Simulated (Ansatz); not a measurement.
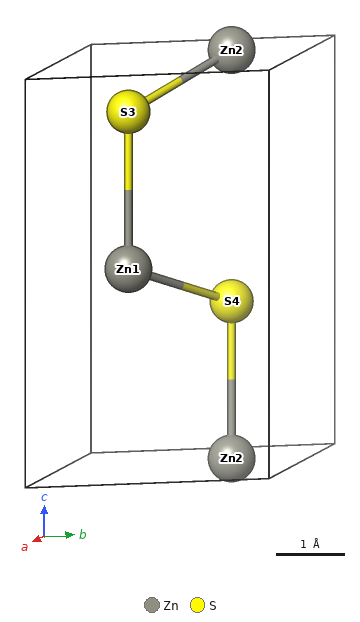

Figure 1. The input geometry of the first run (ball-and-stick view of the cell of the calculation, seen slightly off an axis; atoms are numbered from 1 in the order of the input).

**What a change does: single-point calculation on ZnS**

System: ZnS (P6₃mc, 4 atoms in the cell).
Method of the first run: Kohn-Sham DFT of a periodic cell, PBE, all-electron LAPW, scalar-relativistic, no spin polarisation (Ansatz 0.2.0).

The structure derives from an entry of the Crystallography Open Database. Text and figures count atoms from 1; the logs count them from 0 in places.

**Input file, the first run**
```yaml
crystal:
  lattice:
    - [3.7332026603, 0.0, 0.0]
    - [-1.8666013302, 3.2330483413, 0.0]
    - [0.0, 0.0, 6.1067398017]
  atoms:
    - { symbol: Zn, position: [0.6666666667, 0.3333333333, 0.5] }
    - { symbol: Zn, position: [0.3333333333, 0.6666666667, 0.0] }
    - { symbol: S, position: [0.6666666667, 0.3333333333, 0.885] }
    - { symbol: S, position: [0.3333333333, 0.6666666667, 0.385] }
kpoints:
  mp_grid: { grid: [8, 8, 5] }
scf:
  occupations: { method: fermi_dirac, width: 0.05 }
hamiltonian:
  xc: pbe
  pseudopotentials: { kind: all_electron, lapw: { basis_error: 0.001 } }
output:
  forces: true
  stress: true
  eigenvalues: true
```

Command:
```bash
ansatz run input.yaml --threads 2 --pin off --max-ram 6144MiB --backend cpu --events-out ev --progress --plain --runs-dir out
```

Hardware: 2 threads of Arm Neoverse V1, 24 GiB of memory available, shared host.

**Output, shortened to warnings, some set-up lines, iterations and results (the first run)**
```
Basis set: ecut = 303.8859766789255 eV, 893 PW (Γ), exchange–correlation at level 2
Symmetry: 12 space group operations
k-points: 30 of 320 (time reversal used)
Initial density: superposition of atomic densities (chi_scale 0.1, normalization cell, long waves kept (reshape's long-wave potential 0.00 eV rms))
[...]
SCF iter   1: F=—  HF=-119475.357002 eV  |F-HF|=—  |Δ(HF+E_count)|=         —  Δρ=4.27e-2  dr2=2.08e0  ethr=3.05e-3  ⟨swp⟩=2.0  Hψ=8349  notcnv=0
SCF iter   2: F=—  HF=-119474.672945 eV  |F-HF|=—  |Δ(HF+E_count)|=   6.84e-1  Δρ=1.97e-2  dr2=4.01e-1  ethr=3.05e-3  ⟨swp⟩=2.8  Hψ=3614  notcnv=0
SCF iter   3: F=—  HF=-119474.547804 eV  |F-HF|=—  |Δ(HF+E_count)|=   1.25e-1  Δρ=1.38e-2  dr2=2.02e-1  ethr=5.90e-4  ⟨swp⟩=2.0  Hψ=3570  notcnv=0
SCF iter   4: F=—  HF=-119474.469834 eV  |F-HF|=—  |Δ(HF+E_count)|=   7.80e-2  Δρ=5.73e-3  dr2=2.95e-2  ethr=2.97e-4  ⟨swp⟩=2.0  Hψ=3570  notcnv=0
SCF iter   5: F=—  HF=-119474.476353 eV  |F-HF|=—  |Δ(HF+E_count)|=         —  Δρ=1.17e-3  dr2=1.34e-3  ethr=1.97e-6  ⟨swp⟩=2.0  Hψ=6090  notcnv=0
SCF iter   6: F=—  HF=-119474.477931 eV  |F-HF|=—  |Δ(HF+E_count)|=   1.58e-3  Δρ=4.24e-4  dr2=2.04e-4  ethr=1.97e-6  ⟨swp⟩=3.0  Hψ=3527  notcnv=0
SCF iter   7: F=—  HF=-119474.478349 eV  |F-HF|=—  |Δ(HF+E_count)|=   4.18e-4  Δρ=9.50e-5  dr2=1.03e-5  ethr=3.00e-7  ⟨swp⟩=3.0  Hψ=3723  notcnv=0
SCF iter   8: F=—  HF=-119474.478373 eV  |F-HF|=—  |Δ(HF+E_count)|=   2.43e-5  Δρ=2.69e-5  dr2=7.09e-7  ethr=1.52e-8  ⟨swp⟩=3.0  Hψ=3727  notcnv=0
SCF iter   9: F=-119474.478374 eV  HF=-119474.478374 eV  |F-HF|=4.64e-8  |Δ(HF+E_count)|=   6.83e-7  Δρ=5.82e-6  dr2=3.29e-8  ethr=1.04e-9  ⟨swp⟩=3.0  Hψ=3709  notcnv=0
SCF 1 converged in 9 iterations: F = -119474.478374 eV  dr2 = 3.29e-8
SCF converged after 9 iterations
Free energy (F): -119474.478374 eV
Harris-Foulkes:  -119474.478374 eV  (|F-HF|=4.64e-8)
Internal energy: -119474.478374 eV  (E = F + TS)
E sigma→0 (E₀):  -119474.478374 eV
Fermi energy:    9.634309 eV
--- Per-component energies (eV) ---
  E_band       = -3704.591888
  E_kinetic    = 121377.778035
  E_xc         = -5299.817459
  E_electrostatic = -235552.438950  (all electrons and nuclei)
  E_smearing   = -0.000000  (= −TS)
  E_closure    = 0.000000  (closes the sum)
  E_atoms      = -119460.994694  (free atoms, spherical and without spin; not in F)
  Σ components = -119474.478374   (vs F -119474.478374, Δ=0.00e0)
  Basis errors (estimates in eV, not in F): energy 4.5e-4 per atom: plane waves 4.1e-4 (2.4e-4 summed), levels above the bands 1.5e-57, relativity 1.6e-8, radial functions 4.0e-5, core shells 1.3e-10; eigenvalues (radial functions only) 1.3e-6; not estimated: angular momenta, meshes, grids; target …
--- Forces (eV/Å), atoms counted from 1 ---
  atom   1  Zn    -0.00000000     0.00000000     0.39957195
  atom   2  Zn    -0.00000000    -0.00000000     0.39957195
  atom   3  S      0.00000000     0.00000000    -0.39958111
  atom   4  S      0.00000000    -0.00000000    -0.39958111
  max |Σ_I F_I| component: 1.83e-5 eV/Å
--- Stress (GPa, compression-positive) ---
        8.947442       0.000000      -0.000000
        0.000000       8.947442      -0.000000
       -0.000000      -0.000000       5.900550
  P = ⅓ Tr σ = 7.9318 GPa (79.318 kbar)
```

The input of the second run differs as follows (lines with − go, lines with + come):
```diff
-    - [3.7332026603, 0.0, 0.0]
-    - [-1.8666013302, 3.2330483413, 0.0]
-    - [0.0, 0.0, 6.1067398017]
+    - [3.7594936861, 0.0, 0.0]
+    - [-1.8797468431, 3.2558170375, 0.0]
+    - [0.0, 0.0, 6.1497464286]
```

How does the second run compare with the first run?

With the same functional and potentials, the second run lies 16.8 meV per atom lower. The gap on the mesh goes from 2.54 to 2.45 eV. The pressure goes from 7.93 to 5.87 GPa. The largest force goes from 0.400 to 0.371 eV/Å. The volume per atom goes from 18.43 to 18.82 Å³. The cell is scaled evenly with the atoms at fixed fractional positions, so −ΔP/Δ ln V estimates the bulk modulus midway between the two volumes: about 98 GPa. The number of SCF iterations is the same.

**Output, shortened to warnings, some set-up lines, iterations and results (the second run)**
```
Basis set: ecut = 298.4768501353037 eV, 893 PW (Γ), exchange–correlation at level 2
Symmetry: 12 space group operations
k-points: 30 of 320 (time reversal used)
Initial density: superposition of atomic densities (chi_scale 0.1, normalization cell, long waves kept (reshape's long-wave potential 0.00 eV rms))
[...]
SCF iter   1: F=—  HF=-119475.417404 eV  |F-HF|=—  |Δ(HF+E_count)|=         —  Δρ=4.20e-2  dr2=2.09e0  ethr=3.07e-3  ⟨swp⟩=2.0  Hψ=8352  notcnv=0
SCF iter   2: F=—  HF=-119474.730224 eV  |F-HF|=—  |Δ(HF+E_count)|=   6.87e-1  Δρ=1.93e-2  dr2=3.97e-1  ethr=3.07e-3  ⟨swp⟩=2.8  Hψ=3616  notcnv=0
SCF iter   3: F=—  HF=-119474.614163 eV  |F-HF|=—  |Δ(HF+E_count)|=   1.16e-1  Δρ=1.34e-2  dr2=1.96e-1  ethr=5.85e-4  ⟨swp⟩=2.0  Hψ=3570  notcnv=0
SCF iter   4: F=—  HF=-119474.536822 eV  |F-HF|=—  |Δ(HF+E_count)|=   7.73e-2  Δρ=5.67e-3  dr2=2.95e-2  ethr=2.88e-4  ⟨swp⟩=2.0  Hψ=3570  notcnv=0
SCF iter   5: F=—  HF=-119474.543601 eV  |F-HF|=—  |Δ(HF+E_count)|=         —  Δρ=1.16e-3  dr2=1.36e-3  ethr=2.00e-6  ⟨swp⟩=2.0  Hψ=6090  notcnv=0
SCF iter   6: F=—  HF=-119474.545213 eV  |F-HF|=—  |Δ(HF+E_count)|=   1.61e-3  Δρ=4.23e-4  dr2=2.09e-4  ethr=1.99e-6  ⟨swp⟩=3.0  Hψ=3520  notcnv=0
SCF iter   7: F=—  HF=-119474.545651 eV  |F-HF|=—  |Δ(HF+E_count)|=   4.38e-4  Δρ=9.55e-5  dr2=1.09e-5  ethr=3.07e-7  ⟨swp⟩=3.0  Hψ=3718  notcnv=0
SCF iter   8: F=—  HF=-119474.545678 eV  |F-HF|=—  |Δ(HF+E_count)|=   2.64e-5  Δρ=2.69e-5  dr2=7.34e-7  ethr=1.60e-8  ⟨swp⟩=3.0  Hψ=3728  notcnv=0
SCF iter   9: F=-119474.545678 eV  HF=-119474.545679 eV  |F-HF|=4.65e-8  |Δ(HF+E_count)|=   7.23e-7  Δρ=5.77e-6  dr2=3.31e-8  ethr=1.08e-9  ⟨swp⟩=3.0  Hψ=3706  notcnv=0
SCF 1 converged in 9 iterations: F = -119474.545678 eV  dr2 = 3.31e-8
SCF converged after 9 iterations
Free energy (F): -119474.545678 eV
Harris-Foulkes:  -119474.545679 eV  (|F-HF|=4.65e-8)
Internal energy: -119474.545678 eV  (E = F + TS)
E sigma→0 (E₀):  -119474.545678 eV
Fermi energy:    9.260612 eV
--- Per-component energies (eV) ---
  E_band       = -3722.152061
  E_kinetic    = 121375.209141
  E_xc         = -5299.265904
  E_electrostatic = -235550.488916  (all electrons and nuclei)
  E_smearing   = -0.000000  (= −TS)
  E_closure    = 0.000000  (closes the sum)
  E_atoms      = -119460.994694  (free atoms, spherical and without spin; not in F)
  Σ components = -119474.545678   (vs F -119474.545678, Δ=0.00e0)
  Basis errors (estimates in eV, not in F): energy 4.5e-4 per atom: plane waves 4.1e-4 (2.4e-4 summed), levels above the bands 2.5e-57, relativity 1.6e-8, radial functions 3.9e-5, core shells 1.3e-10; eigenvalues (radial functions only) 1.2e-6; not estimated: angular momenta, meshes, grids; target …
--- Forces (eV/Å), atoms counted from 1 ---
  atom   1  Zn     0.00000000     0.00000000     0.37088749
  atom   2  Zn     0.00000000    -0.00000000     0.37088749
  atom   3  S      0.00000000     0.00000000    -0.37089738
  atom   4  S     -0.00000000    -0.00000000    -0.37089738
  max |Σ_I F_I| component: 1.98e-5 eV/Å
--- Stress (GPa, compression-positive) ---
        6.759378       0.000000       0.000000
        0.000000       6.759378      -0.000000
        0.000000      -0.000000       4.084713
  P = ⅓ Tr σ = 5.8678 GPa (58.678 kbar)
```

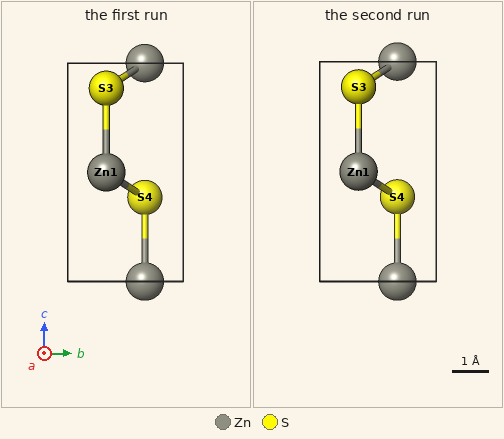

Figure 2. The two input geometries at one scale (ball-and-stick view of the cell of the calculation, along the a axis). No atom moves by more than 0.005 Å relative to the cell. Cell: a = b 3.733 → 3.759 Å (+0.7 %), c 6.107 → 6.150 Å (+0.7 %). Volume +2.1 %. Among the contacts that change: S–Zn 2.351 → 2.368 Å, S–Zn 2.267 → 2.283 Å.

**The two runs side by side**

```csv
quantity,the first run,the second run
outcome,converged,converged
free energy per atom (eV),−29868.6196,−29868.6364
gap on the mesh (eV),2.54,2.45
pressure (GPa),7.93,5.87
volume per atom (Å³),18.43,18.82
largest force (eV/Å),0.400,0.371
SCF iterations,9,9
irreducible k-points,30,30
plane waves at Γ,893,893
wall time (shared host),25 s,25 s
```

For the first run: The cell is under a pressure of 7.9 GPa at this level, so it is not at its equilibrium volume. For the second run: The cell is under a pressure of 5.9 GPa at this level, so it is not at its equilibrium volume.
